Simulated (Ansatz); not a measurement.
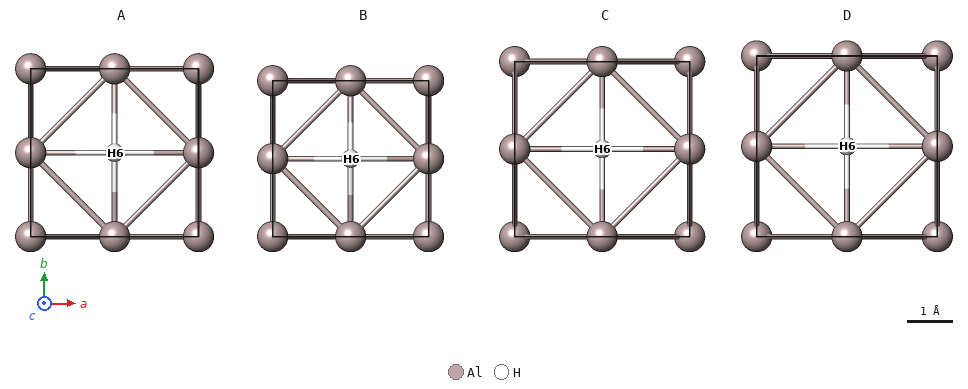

4 geometries from one relaxation of a crystal of Al$_{5}$H (a generated structure, set up in P4mm) (coarse preliminary run), in shuffled order. The picture is a ball-and-stick view of the cell of the calculation, seen along the c axis.

Computed with DFT PBE, scalar-relativistic, plane waves, PAW (Ansatz). Settings: plane-wave cutoff 420 eV; k-point mesh 6 × 6 × 4; occupations gaussian; smearing width 0.1 eV; no spin polarisation; cell and atoms relaxed; force threshold 0.04 eV/Å; at most 70 steps.

Put them in the order of the run, from the start to the converged end.

B, A, C, D. They are steps 0, 3, 5, 12, at +840 meV per atom, +124 meV per atom, +31.2 meV per atom relative to the last. The atom that moves furthest relative to the cell is an Al atom (0.66 Å along +c). Largest moves by element: Al 0.66 Å, H 0.08 Å. Cell: a = b 3.531 → 4.092 Å (+15.9 %), c 7.179 → 6.122 Å (−14.7 %). Volume +14.5 %. Some distances before and after: Al–Al 3.853 → 2.675 Å, Al–Al 2.212 → 2.662 Å, Al–Al 2.497 → 2.894 Å, Al–Al 2.345 → 2.684 Å. The space group stays P4mm (No. 99). After 10 accepted moves (12 points after the start) the energy has fallen by 840 meV per atom. The largest force component goes from 5.6 to 0.0076 eV/Å. Pressure: 32.82 GPa at the start and 0.01 GPa at the end. The SCF was repeated twice at an unchanged geometry on a basis and grid sized afresh for the cell, which shifted the energy by 6.8 meV per atom at most. Cost: 54 s on 1 thread of Arm Neoverse V1 (shared host), peak memory 0.34 GiB.
